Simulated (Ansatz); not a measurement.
InSe (slab)

```
CELL_PARAMETERS angstrom
4.02661 0.00000 0.00000
-2.01331 3.48715 0.00000
0.00000 0.00000 28.27071
ATOMIC_POSITIONS crystal
Se 0.00000 0.00000 0.15918
In 0.66667 0.33333 0.20500
In 0.66667 0.33333 0.30385
Se 0.00000 0.00000 0.34967
Se 0.44444 0.11111 0.47382
In 0.77778 0.77778 0.51965
In 0.77778 0.77778 0.61849
Se 0.44444 0.11111 0.66432
```

PAW files of the earlier set (soft_1).

Theory: DFT PBE+D3(BJ), scalar-relativistic, plane waves, PAW in Ansatz.

The density is the valence pseudo-density of a PAW calculation; it isn't the true density close to the nuclei.

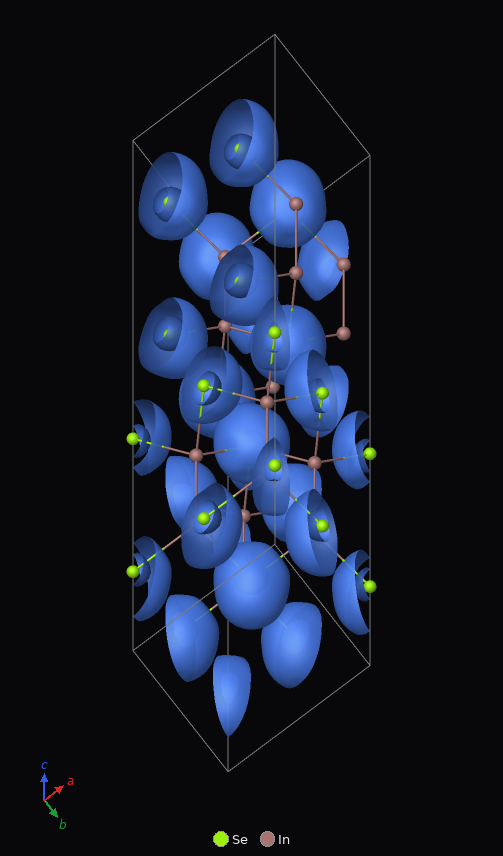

Figure 1. Isosurface of the electron localisation function at 0.65 (blue), seen at an oblique angle. Only the valence region is drawn (cores and ρ < 0.01 e/Å³ removed). Sticks mark near contacts.

**What do the ELF domains correspond to?**

At this value the surface marks out four regions wrapped around Se (the valence shell of each), counted in one cell of 8 atoms. Counts are for one cell; the picture repeats the cell along the surface. Along the contacts the grid gives the following. In–Se (2.66 Å): the ELF is about 0.50 at the midpoint. In–In (2.79 Å): the ELF reaches about 0.55 near the midpoint.

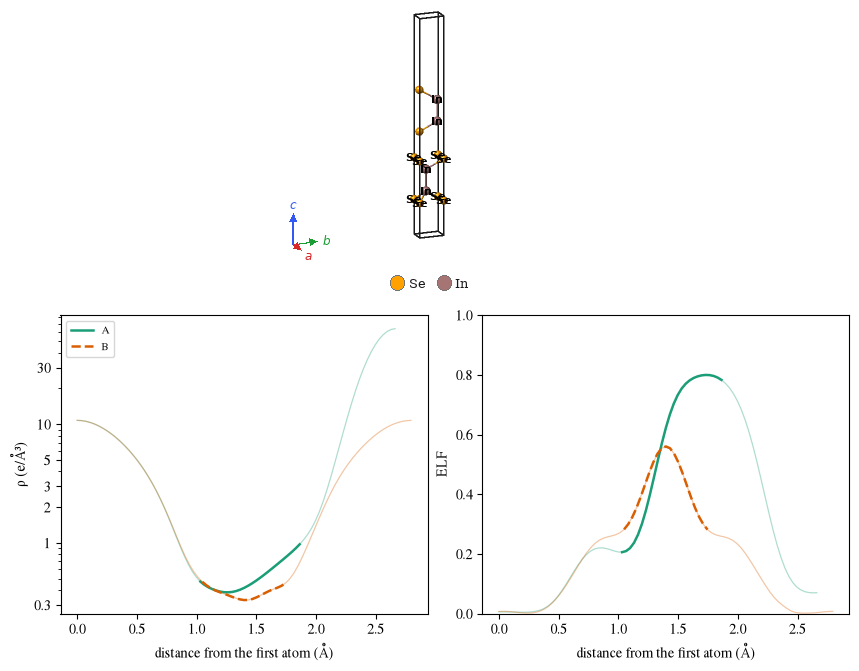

Figure 2. Valence electron density and ELF along straight lines between neighbouring atoms. Thin, pale parts lie inside the atomic spheres. The structure is drawn too.

**Which curve belongs to which contact (In–In and In–Se)? The first atom named is at distance zero.**

Curve A: In–Se (2.66 Å): ρ is about 0.39 e/Å³ halfway; the ELF is about 0.50 at the midpoint. Curve B: In–In (2.79 Å): the density is about 0.33 e/Å³ at the midpoint; the ELF reaches about 0.55 near the midpoint.

**Metal or insulator at this level of theory?**

It is gapped, with a Kohn–Sham gap of 1.2 eV on the k-point mesh, an upper bound to the gap of this method.
